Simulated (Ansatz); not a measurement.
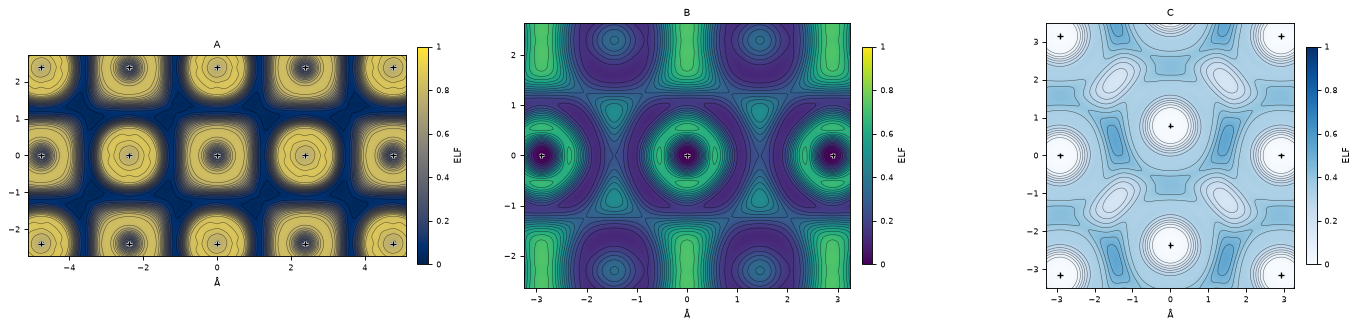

The ELF of 3 systems, each on a plane through atoms (crosses mark nuclei in the plane).

All numbers below come from Ansatz, DFT PBEsol, scalar-relativistic, plane waves, PAW.

System 1: CaO, the (001) plane of the conventional cell. Space group Fm-3m.

```
Ca O
1.0
     4.76714    0.00000    0.00000
     0.00000    4.76714    0.00000
     0.00000    0.00000    4.76714
Ca O
4 4
Direct
  0.00000 0.00000 0.00000
  0.50000 0.50000 0.00000
  0.50000 0.00000 0.50000
  0.00000 0.50000 0.50000
  0.50000 0.00000 0.00000
  0.00000 0.50000 0.00000
  0.00000 0.00000 0.50000
  0.50000 0.50000 0.50000
```

System 2: Sn, the (100) plane of the conventional cell. Space group I4₁/amd.

```
CELL_PARAMETERS angstrom
5.83778 0.00000 0.00000
0.00000 5.83778 0.00000
0.00000 0.00000 3.15262
ATOMIC_POSITIONS crystal
Sn 0.00000 0.00000 0.00000
Sn 0.50000 0.50000 0.50000
Sn 0.00000 0.50000 0.25000
Sn 0.50000 0.00000 0.75000
```

System 3: Ti, the (100) plane of the conventional cell. Space group P6₃/mmc; computed without spin polarisation.

Q: Which map belongs to which system?

A: Panel A is system 1, CaO: the plane holds Ca and O. Ca–O (2.38 Å): the ELF is about 0.10 at the midpoint: an ionic contact with no shared pair. Panel B is system 3, Ti: the plane holds Ti. Ti–Ti (2.90 Å): the ELF is about 0.25 at the midpoint (no shared electron pair shows on this line). Panel C is system 2, Sn: the plane holds Sn. Sn–Sn (3.02 Å): the ELF reaches about 0.55 near the midpoint.
